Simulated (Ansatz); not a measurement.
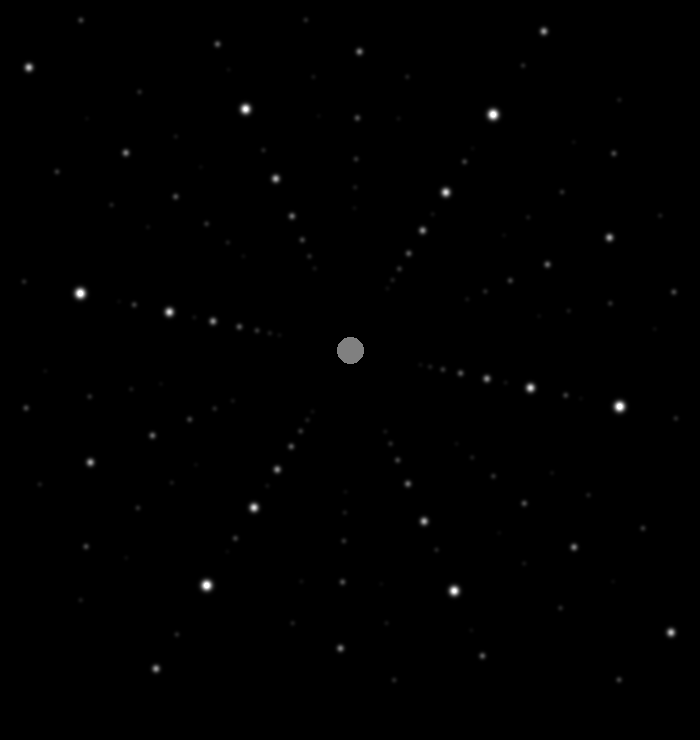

Simulated back-reflection Laue pattern (white X-rays, 0.45 to 2.2 Å, flat plate covering ±45° about the beam, kinematic intensities, seen from the source).

Q: Which symmetry elements lie along the beam?

A: 2mm: a twofold axis with two mirror lines.

The crystal is Ti, space group Im-3m (No. 229), a = 3.256 Å. Structure: the input geometry of an electronic-structure calculation (not necessarily at equilibrium); the starting structure was generated, so it need not be a known form of this composition.

Q: Which direction points towards the source?

A: [110] or one equivalent to it by a rotation of the Laue group. In Laue class m-3m no other family of directions with a member of indices 0 and ±1 has this symmetry.
